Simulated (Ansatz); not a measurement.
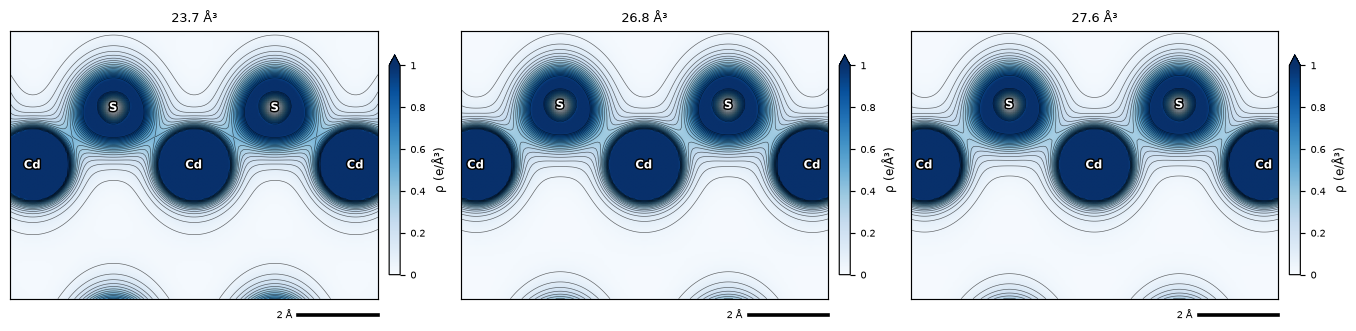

CdS. The valence pseudo-density of cells scaled evenly to different volumes (given per atom above each panel), on the (011̄) plane of each (indices in the axes of the cell below), at one length scale and on one colour scale.

Theory: DFT PBE, scalar-relativistic, plane waves, PAW (Ansatz).

The density is the valence pseudo-density of a PAW calculation; it isn't the true density close to the nuclei.

The largest cell:

```
CELL_PARAMETERS angstrom
0.00000 3.02133 3.02133
3.02133 0.00000 3.02133
3.02133 3.02133 0.00000
ATOMIC_POSITIONS crystal
Cd 0.00000 0.00000 0.00000
S 0.25000 0.25000 0.25000
```

| volume (Å³/atom) | Cd–S contact in the plane (Å) | ρ at its midpoint (e/Å³) | pressure (GPa) | gap on the mesh (eV) | 
| --- | --- | --- | --- | --- |
| 23.68 | 2.487 | 0.452 | 6.3 | 1.24 | 
| 26.02 | 2.566 | ? | ? | ? | 
| 26.80 | 2.592 | 0.375 | −1.5 | 0.98 | 
| 27.58 | 2.617 | 0.359 | −2.7 | 0.91 | 

### Estimate the missing row, and compare with the calculation.

Over the known rows ln ρ falls by 1.77 per Å of Cd–S distance (a least-squares line), which gives 0.393 e/Å³ at 2.566 Å; the calculation gives 0.392 e/Å³. For the pressure, a straight line in volume between the neighbouring rows gives 0.5 GPa; the calculation gives 0.0, lower because pressure rises ever faster on compression. For the gap on the mesh, a straight line in volume between the neighbouring rows gives 1.05 eV; the calculation gives 1.04.
